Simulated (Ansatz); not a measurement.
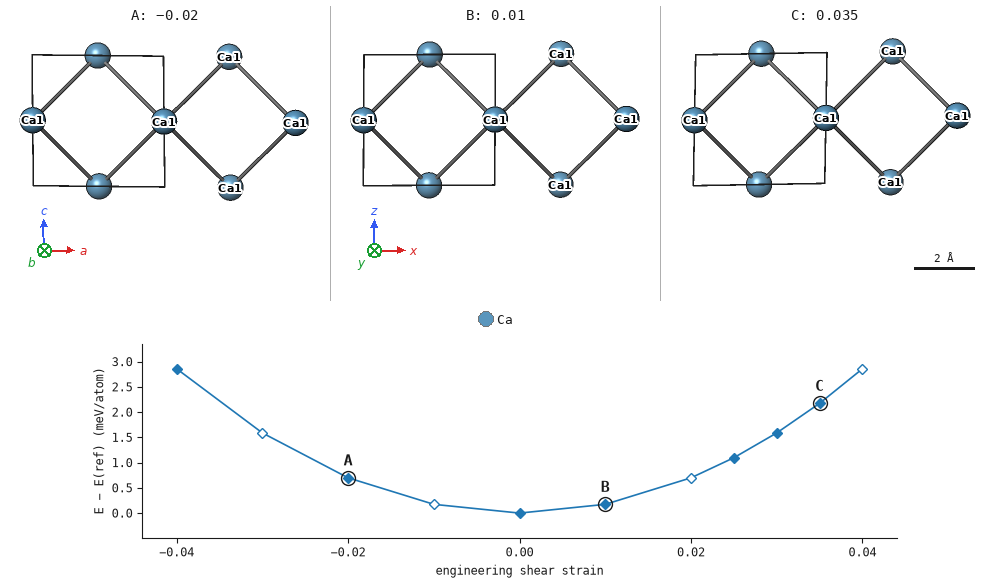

A scan of a crystal of Ca (I4/mmm): the cell is strained in shear in the xz plane, with the atoms kept at their fractional coordinates. x, y and z are the Cartesian axes of the input. The lettered frames are marked on the plot. Hollow markers are points alike by symmetry, not computed again. A ball-and-stick model of the conventional cell (2 times the calculation's cell), repeated 2 × 1 × 1 with one cell outlined, seen along the b axis. Lengths and directions refer to the drawn axes.

Theory: DFT PBE, scalar-relativistic, plane waves, PAW in Ansatz 0.2.0. (plane-wave cutoff 420 eV; k-point mesh 16 × 16 × 16; occupations gaussian; smearing width 0.15 eV; no spin polarisation). Energies (free energies at the smearing named) are counted from the cell as listed in its source, which wasn't relaxed.

What does the scan show?

Of the computed points the lowest is at the strain 0.00, 0.00 meV/atom. At the ends of the scan the energy is 2.86 meV/atom (−0.04) and 2.86 meV/atom (0.04). The curvature at zero strain, (1/V) d²E/dε², is about 13 GPa; it is C₅₅ with clamped ions. The distortion takes the space group from I4/mmm to C2/m. At the strain −0.04 the cell of the drawing goes a 4.410 → 4.411 Å, c 4.392 → 4.393 Å, β 90.0° → 92.3°.
